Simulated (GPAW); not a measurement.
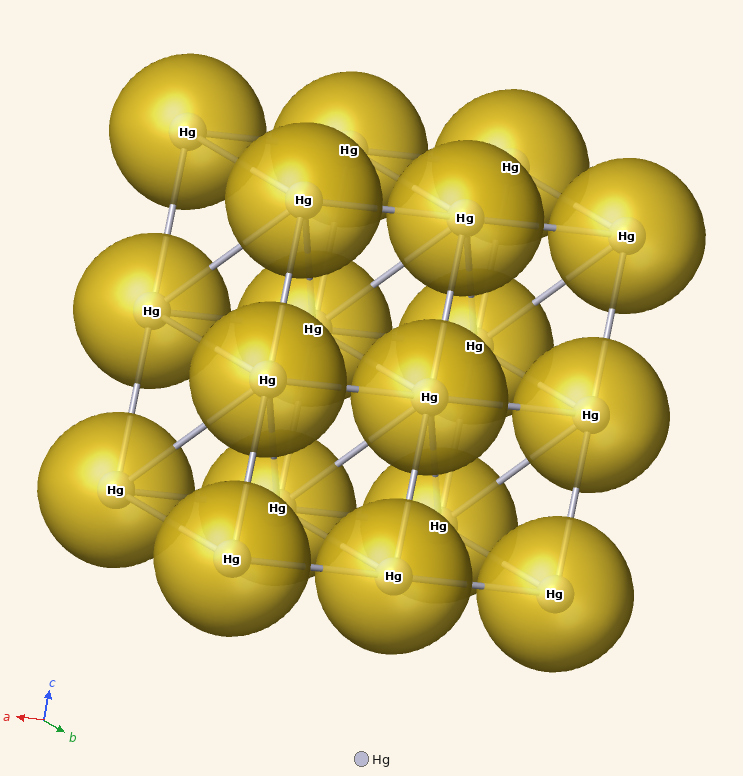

Figure 1: Hg. Isosurface of the valence charge density (pseudo) at 0.15 e/Å³ (yellow), seen at an oblique angle. Sticks mark near contacts.

Space group P-1; a structure from a database of computed crystals, not necessarily the ambient phase; computed pressure about −3 GPa in this cell.

Computed with GPAW 26.7.0, Kohn-Sham DFT of a periodic cell, PBEsol, PAW data sets made by gpaw-setup for the functional.

```
Hg
1.0
    -1.97851    2.07028   -1.68639
    -1.99615   -2.03516    1.74698
     1.94339    2.20560    1.88212
Hg
1
Direct
  0.00000 0.00000 0.00000
```

Question: What does this surface tell about the bonding?

Answer: At this value the density breaks into separate islands; it holds about 90 % of the electrons treated as valence. It bridges none of the near contacts. It is pinched off along the sampled Hg–Hg (3.32 Å), Hg–Hg (3.49 Å) and Hg–Hg (3.59 Å) contacts. On the grid the lowest density along these lines, outside the cores, is 0.13 e/Å³ (Hg–Hg, 3.32 Å), 0.09 e/Å³ (Hg–Hg, 3.49 Å) and 0.08 e/Å³ (Hg–Hg, 3.59 Å).
